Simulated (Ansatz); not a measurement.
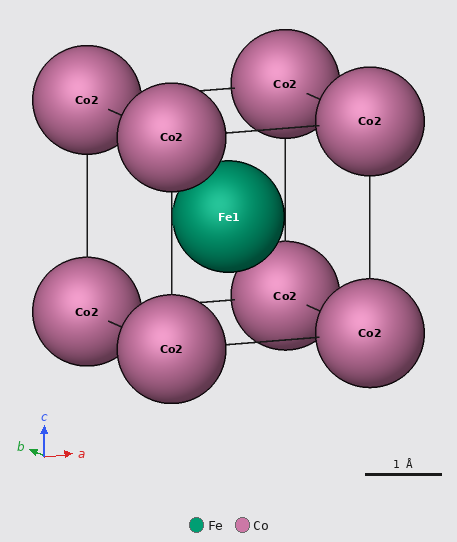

Figure 1. The input geometry (spheres-only view of the cell of the calculation, seen slightly off an axis; atoms are numbered from 1 in the order of the input).

FeCo: geometry relaxation (part 1 of 2)

- system: FeCo (Pm-3m, 2 atoms in the cell)
- method: DFT PBE, scalar-relativistic, plane waves, PAW, spin-polarised (Ansatz 0.2.0)

The structure was made by a generator, so it may or may not be a known phase. Figures and captions count atoms from 1; the log counts them from 0 in places.

**Input file**
```yaml
crystal:
  lattice:
    - [2.8492867379, 0.0, 0.0]
    - [0.0, 2.8492867379, 0.0]
    - [0.0, 0.0, 2.8492867379]
  atoms:
    - { symbol: Fe, position: [0.5, 0.5, 0.5], spin: -3.15 }
    - { symbol: Co, position: [0.0, 0.0, 0.0], spin: -2.04 }
basis:
  ecutwfc: 420
kpoints:
  mp_grid: { grid: [20, 20, 20] }
hamiltonian:
  xc: pbe
scf:
  occupations: { method: gaussian, width: 0.1 }
output:
  forces: true
  stress: true
  eigenvalues: true
  populations: true
  write_density: true
  write_potential: true
  elf: true
  volumetric_format: npy
magnetization:
  spin_polarized: true
relax:
  adjacent_minimum: "off"
  f_tol: 0.01
  max_steps: 80
  cell: { stress_tol: 0.05 }
```

Hardware: 1 thread of Intel Xeon (Granite Rapids), 32 GiB of memory available, shared host.

Command:
```bash
ansatz run input.yaml --threads 1 --pin off --max-ram 2560MiB --backend cpu --events-out ev --progress --plain --runs-dir out
```

**The program's output**
```
Engine: ansatz 0.2.0, x86_64-unknown-linux-gnu
Pseudopotentials: kind: paw
Pseudopotential: Fe, paw, valence charge 16, recommended cutoff 420 eV (normal), Fe.paw.azcp
Pseudopotential: Co, paw, valence charge 17, recommended cutoff 420 eV (normal), Co.paw.azcp
Functional definition: PBE
  parameter kappa = 0.804
  parameter beta = 0.06672455060314922
  exchange = pbe_x(kappa = kappa, mu = beta*pi^2/3)
  correlation = pbe_c(beta = beta)
Crystal: 2 atoms, lattice volume = 23.132 Å³
Basis set: ecut = 420 eV, 461 PW (Γ), exchange–correlation on 40×40×40 points (8 copies of the dense FFT grid, shifted against one another)
Bands: 24, of which v1, the nominal top of the filled ones, is band 17 counted from 1 (16 counted from 0)
Symmetry: 48 space group operations
Space group: Pm-3m (ITA 221), of the structure as read, at distance tolerance 2.8e-5 Å
Magnetic group: BNS 221.92 (UNI 1594), of the structure as read, at distance tolerance 2.8e-5 Å
k-points: 286 of 8000
Non-local potential: Fe, projectors of the file, l = 0: 3, l = 1: 2, l = 2: 3, l = 3: 1
Non-local potential: Co, projectors of the file, l = 0: 3, l = 1: 2, l = 2: 3, l = 3: 1
PAW form: soft (Blöchl's): semilocal exchange-correlation on the pseudo side does not see the compensation charge
PAW one-centre angular grid: Fe, 590 points (default); XC on 64 Gauss nodes
PAW one-centre angular grid: Co, 590 points (default); XC on 64 Gauss nodes
Initial density: superposition of atomic densities (chi_scale 0.1, normalization cell)
Starting moments: Σ|m| = 5.19 μB on 2 of 2 sites
Initial wavefunctions: pseudopotential atomic-orbital guess
Functional: x = pbe(κ = 0.804, μ = 0.2195149727645171), c = pbe(β = 0.06672455060314922)
SCF iter   1: F=—  HF=-9606.372928 eV  |F-HF|=—  |Δ(HF+E_count)|=         —  Δρ=8.82e-2 (↑8.82e-2 ↓3.79e-2)  dr2=2.08e0  dr2_m=2.05e-1  M=-4.818 μB ∫|m|=4.912 μB  β_m=0.30  ethr=3.10e-3  ⟨swp⟩=4.8  Hψ=49569  notcnv=0
Mixer restart at iter 1: flushing history
preconditioner: auto → none  [metal: Δε(μ)=0.012 eV  Ē_g=9.887 eV  σ=0.100 eV  W_gap=0.07  n_scr=6 (ndim 8)  ℏωp=31.8 eV  f_vac=0.000  D(μ)=0.82/eV (n_scr^D=6)  sad-step TF]
SCF iter   2: F=—  HF=-9605.784302 eV  |F-HF|=—  |Δ(HF+E_count)|=   5.89e-1  Δρ=4.20e-2 (↑4.20e-2 ↓1.49e-2)  dr2=2.44e-1  dr2_m=1.30e-1  M=-4.793 μB ∫|m|=4.925 μB  β_m=0.39  ethr=3.10e-3  ⟨swp⟩=2.4  Hψ=23965  notcnv=0  defer=1099
SCF iter   3: F=—  HF=-9606.300918 eV  |F-HF|=—  |Δ(HF+E_count)|=         —  Δρ=1.74e-2 (↑1.74e-2 ↓1.40e-2)  dr2=5.62e-2  dr2_m=3.05e-2  M=-4.692 μB ∫|m|=4.874 μB  β_m=0.39  ethr=7.39e-4  ⟨swp⟩=2.5  Hψ=21085  notcnv=0  defer=1099
Mixer restart at iter 3: flushing history
SCF iter   4: F=—  HF=-9606.517304 eV  |F-HF|=—  |Δ(HF+E_count)|=   2.16e-1  Δρ=1.87e-2 (↑1.87e-2 ↓1.33e-2)  dr2=1.29e-1  dr2_m=1.18e-2  M=-4.652 μB ∫|m|=4.852 μB  β_m=0.35  ethr=1.70e-4  ⟨swp⟩=2.0  Hψ=25922  notcnv=0  defer=1083
SCF iter   5: F=—  HF=-9606.596670 eV  |F-HF|=—  |Δ(HF+E_count)|=   7.94e-2  Δρ=7.33e-3 (↑7.33e-3 ↓6.91e-3)  dr2=8.11e-3  dr2_m=6.66e-3  M=-4.635 μB ∫|m|=4.849 μB  β_m=0.40  ethr=1.70e-4  ⟨swp⟩=2.2  Hψ=23102  notcnv=0  defer=1081
SCF iter   6: F=—  HF=-9606.738381 eV  |F-HF|=—  |Δ(HF+E_count)|=   1.42e-1  Δρ=5.32e-3 (↑5.32e-3 ↓2.62e-3)  dr2=6.00e-3  dr2_m=1.79e-3  M=-4.579 μB ∫|m|=4.823 μB  β_m=0.71  ethr=2.46e-5  ⟨swp⟩=2.0  Hψ=28540  notcnv=0  defer=1085
SCF iter   7: F=—  HF=-9606.768478 eV  |F-HF|=—  |Δ(HF+E_count)|=   3.01e-2  Δρ=1.27e-3 (↑1.27e-3 ↓9.19e-4)  dr2=3.97e-4  dr2_m=1.10e-4  M=-4.548 μB ∫|m|=4.810 μB  β_m=0.64  ethr=1.82e-5  ⟨swp⟩=2.0  Hψ=25889  notcnv=0  defer=1084
SCF iter   8: F=—  HF=-9606.770155 eV  |F-HF|=—  |Δ(HF+E_count)|=   1.68e-3  Δρ=1.42e-3 (↑1.42e-3 ↓1.28e-3)  dr2=8.99e-4  dr2_m=4.31e-5  M=-4.541 μB ∫|m|=4.808 μB  β_m=0.64  ethr=1.20e-6  ⟨swp⟩=2.1  Hψ=23507  notcnv=0  defer=1078
SCF iter   9: F=—  HF=-9606.770587 eV  |F-HF|=—  |Δ(HF+E_count)|=   4.33e-4  Δρ=3.73e-4 (↑3.64e-4 ↓3.73e-4)  dr2=5.44e-5  dr2_m=6.86e-6  M=-4.537 μB ∫|m|=4.807 μB  β_m=0.82  ethr=1.20e-6  ⟨swp⟩=2.1  Hψ=18973  notcnv=0  defer=1078
SCF iter  10: F=—  HF=-9606.770604 eV  |F-HF|=—  |Δ(HF+E_count)|=   1.70e-5  Δρ=4.28e-5 (↑4.28e-5 ↓3.20e-5)  dr2=7.02e-7  dr2_m=8.82e-8  M=-4.537 μB ∫|m|=4.807 μB  β_m=0.88  ethr=1.65e-7  ⟨swp⟩=2.0  Hψ=22310  notcnv=0  defer=1078
SCF iter  11: F=—  HF=-9606.770605 eV  |F-HF|=—  |Δ(HF+E_count)|=   6.39e-7  Δρ=8.28e-6 (↑8.28e-6 ↓3.70e-6)  dr2=2.36e-8  dr2_m=2.87e-9  M=-4.537 μB ∫|m|=4.807 μB  β_m=0.94  ethr=2.13e-9  ⟨swp⟩=2.0  Hψ=19044  notcnv=0  defer=1078
SCF iter  12: F=-9606.770605 eV  HF=-9606.770605 eV  |F-HF|=6.61e-9  |Δ(HF+E_count)|=   5.95e-9  Δρ=5.01e-6 (↑5.01e-6 ↓1.23e-6)  dr2=6.99e-9  dr2_m=8.54e-10  M=-4.537 μB ∫|m|=4.807 μB  ethr=7.15e-11  ⟨swp⟩=8.7  Hψ=76840  notcnv=0
SCF 1 converged in 12 iterations: F = -9606.770605 eV  dr2 = 6.99e-9
  greatest PAW one-centre occupation: 1.002 electrons in one spin orbital (limit 2), on the Fe atom at site 0 (counted from 0), in its partial waves of l = 1
relax step   1: F+E_penalty+E_count = -9606.77060503 eV  Δ(F+E_penalty+E_count) = +0.000e0 eV  max|allowed force component| = 3.070e-29 eV/Å  Δτ_max = 0.0000 Å  P = -0.883 GPa  Ω = 23.132 Å³  (12 SCF iters, dr2 threshold 1.00e-7 eV, accepted)
Crystal: 2 atoms, lattice volume = 23.066 Å³
Initial density: handed on by an earlier stage of this run
Starting moments: Σ|m| = 5.19 μB on 2 of 2 sites; this step starts from the density that it was given
Initial wavefunctions: those handed on with the density
iter 1 solved again at ethr=3.57e-7 eV; its pass at ethr=3.10e-3 eV (dr2=1.18e-4 eV) is discarded
SCF iter   1: F=—  HF=-9606.770934 eV  |F-HF|=—  |Δ(HF+E_count)|=         —  Δρ=6.59e-4 (↑3.77e-4 ↓6.59e-4)  dr2=1.37e-4  dr2_m=1.35e-5  M=-4.534 μB ∫|m|=4.803 μB  β_m=0.65  ethr=3.57e-7  ⟨swp⟩=2.0  Hψ=63551  notcnv=0
preconditioner: auto → none  [metal: Δε(μ)=0.006 eV  Ē_g=10.229 eV  σ=0.100 eV  W_gap=0.03  n_scr=0 (ndim 8)  ℏωp=31.9 eV  f_vac=0.000  D(μ)=1.44/eV (n_scr^D=18)]
SCF iter   2: F=—  HF=-9606.770928 eV  |F-HF|=—  |Δ(HF+E_count)|=   5.88e-6  Δρ=6.71e-4 (↑5.51e-4 ↓6.71e-4)  dr2=1.76e-4  dr2_m=1.08e-6  M=-4.535 μB ∫|m|=4.803 μB  β_m=0.29  ethr=3.57e-7  ⟨swp⟩=2.0  Hψ=23296  notcnv=0
SCF iter   3: F=—  HF=-9606.770883 eV  |F-HF|=—  |Δ(HF+E_count)|=   4.50e-5  Δρ=1.41e-4 (↑1.41e-4 ↓9.54e-5)  dr2=1.83e-6  dr2_m=1.72e-6  M=-4.534 μB ∫|m|=4.803 μB  β_m=0.61  ethr=3.57e-7  ⟨swp⟩=2.5  Hψ=21291  notcnv=0
SCF iter   4: F=—  HF=-9606.770907 eV  |F-HF|=—  |Δ(HF+E_count)|=   2.43e-5  Δρ=1.07e-4 (↑1.07e-4 ↓1.06e-4)  dr2=4.04e-6  dr2_m=9.09e-7  M=-4.533 μB ∫|m|=4.802 μB  β_m=0.61  ethr=5.55e-9  ⟨swp⟩=2.0  Hψ=23316  notcnv=0
SCF iter   5: F=—  HF=-9606.770913 eV  |F-HF|=—  |Δ(HF+E_count)|=   5.88e-6  Δρ=6.63e-5 (↑6.63e-5 ↓4.08e-5)  dr2=1.31e-6  dr2_m=2.66e-7  M=-4.533 μB ∫|m|=4.802 μB  β_m=0.70  ethr=5.55e-9  ⟨swp⟩=2.0  Hψ=23193  notcnv=0
SCF iter   6: F=—  HF=-9606.770916 eV  |F-HF|=—  |Δ(HF+E_count)|=   2.71e-6  Δρ=1.42e-5 (↑8.58e-6 ↓1.42e-5)  dr2=5.20e-8  dr2_m=1.36e-8  M=-4.532 μB ∫|m|=4.801 μB  β_m=0.77  ethr=3.96e-9  ⟨swp⟩=2.0  Hψ=20831  notcnv=0
SCF iter   7: F=—  HF=-9606.770916 eV  |F-HF|=—  |Δ(HF+E_count)|=   4.80e-9  Δρ=7.13e-6 (↑5.64e-6 ↓7.13e-6)  dr2=2.05e-8  dr2_m=4.93e-10  M=-4.532 μB ∫|m|=4.801 μB  β_m=0.88  ethr=1.57e-10  ⟨swp⟩=2.0  Hψ=21992  notcnv=0
SCF iter   8: F=-9606.770916 eV  HF=-9606.770916 eV  |F-HF|=2.12e-8  |Δ(HF+E_count)|=   2.02e-8  Δρ=9.55e-6 (↑9.55e-6 ↓2.84e-6)  dr2=2.51e-8  dr2_m=3.05e-9  M=-4.532 μB ∫|m|=4.801 μB  ethr=6.21e-11  ⟨swp⟩=5.0  Hψ=68894  notcnv=0
SCF 2 converged in 8 iterations: F = -9606.770916 eV  dr2 = 2.51e-8
relax step   2: F+E_penalty+E_count = -9606.77091604 eV  Δ(F+E_penalty+E_count) = -3.110e-4 eV  max|allowed force component| = 6.738e-30 eV/Å  Δτ_max = 0.0000 Å  P = -0.347 GPa  Ω = 23.066 Å³  energy of the carried Pulay correction = +5.880e-5 eV  (8 SCF iters, dr2 threshold 2.00e-7 eV, accepted)
Crystal: 2 atoms, lattice volume = 23.024 Å³
iter 1 solved again at ethr=1.50e-7 eV; its pass at ethr=3.10e-3 eV (dr2=4.95e-5 eV) is discarded
SCF iter   1: F=—  HF=-9606.771007 eV  |F-HF|=—  |Δ(HF+E_count)|=         —  Δρ=4.26e-4 (↑2.46e-4 ↓4.26e-4)  dr2=5.77e-5  dr2_m=5.60e-6  M=-4.531 μB ∫|m|=4.798 μB  β_m=0.65  ethr=1.50e-7  ⟨swp⟩=2.0  Hψ=63548  notcnv=0
preconditioner: auto → none  [metal: Δε(μ)=0.005 eV  Ē_g=10.246 eV  σ=0.100 eV  W_gap=0.03  n_scr=0 (ndim 8)  ℏωp=31.9 eV  f_vac=0.000  D(μ)=1.44/eV (n_scr^D=18)]
SCF iter   2: F=—  HF=-9606.771005 eV  |F-HF|=—  |Δ(HF+E_count)|=   2.51e-6  Δρ=4.36e-4 (↑3.57e-4 ↓4.36e-4)  dr2=7.38e-5  dr2_m=4.59e-7  M=-4.531 μB ∫|m|=4.799 μB  β_m=0.29  ethr=1.50e-7  ⟨swp⟩=2.0  Hψ=23294  notcnv=0
SCF iter   3: F=—  HF=-9606.770986 eV  |F-HF|=—  |Δ(HF+E_count)|=   1.90e-5  Δρ=9.07e-5 (↑9.07e-5 ↓6.21e-5)  dr2=7.73e-7  dr2_m=7.03e-7  M=-4.531 μB ∫|m|=4.798 μB  β_m=0.61  ethr=1.50e-7  ⟨swp⟩=2.5  Hψ=21327  notcnv=0
SCF iter   4: F=—  HF=-9606.770996 eV  |F-HF|=—  |Δ(HF+E_count)|=   9.98e-6  Δρ=6.88e-5 (↑6.88e-5 ↓6.84e-5)  dr2=1.66e-6  dr2_m=3.74e-7  M=-4.530 μB ∫|m|=4.798 μB  β_m=0.61  ethr=2.34e-9  ⟨swp⟩=2.0  Hψ=23315  notcnv=0
SCF iter   5: F=—  HF=-9606.770998 eV  |F-HF|=—  |Δ(HF+E_count)|=   2.42e-6  Δρ=4.29e-5 (↑4.29e-5 ↓2.49e-5)  dr2=5.29e-7  dr2_m=1.09e-7  M=-4.530 μB ∫|m|=4.798 μB  β_m=0.70  ethr=2.34e-9  ⟨swp⟩=2.0  Hψ=23192  notcnv=0
SCF iter   6: F=—  HF=-9606.770999 eV  |F-HF|=—  |Δ(HF+E_count)|=   1.17e-6  Δρ=9.11e-6 (↑5.62e-6 ↓9.11e-6)  dr2=2.14e-8  dr2_m=5.67e-9  M=-4.529 μB ∫|m|=4.797 μB  β_m=0.78  ethr=1.60e-9  ⟨swp⟩=2.0  Hψ=20889  notcnv=0
SCF iter   7: F=-9606.770999 eV  HF=-9606.770999 eV  |F-HF|=1.08e-7  |Δ(HF+E_count)|=   1.75e-8  Δρ=2.03e-5 (↑2.03e-5 ↓8.40e-6)  dr2=1.28e-7  dr2_m=1.05e-8  M=-4.529 μB ∫|m|=4.797 μB  ethr=6.49e-11  ⟨swp⟩=5.0  Hψ=73247  notcnv=0
SCF 3 converged in 7 iterations: F = -9606.770999 eV  dr2 = 1.28e-7
relax step   3: F+E_penalty+E_count = -9606.77099909 eV  Δ(F+E_penalty+E_count) = -8.305e-5 eV  max|allowed force component| = 1.249e-30 eV/Å  Δτ_max = 0.0000 Å  P = +0.003 GPa  Ω = 23.024 Å³  energy of the carried Pulay correction = +9.675e-5 eV  (7 SCF iters, dr2 threshold 2.00e-7 eV, accepted)
Initial wavefunctions: pseudopotential atomic-orbital guess (no wavefunctions were taken with the density)
iter 1 solved again at ethr=2.99e-9 eV; its pass at ethr=3.10e-3 eV (dr2=9.88e-7 eV) is discarded
```
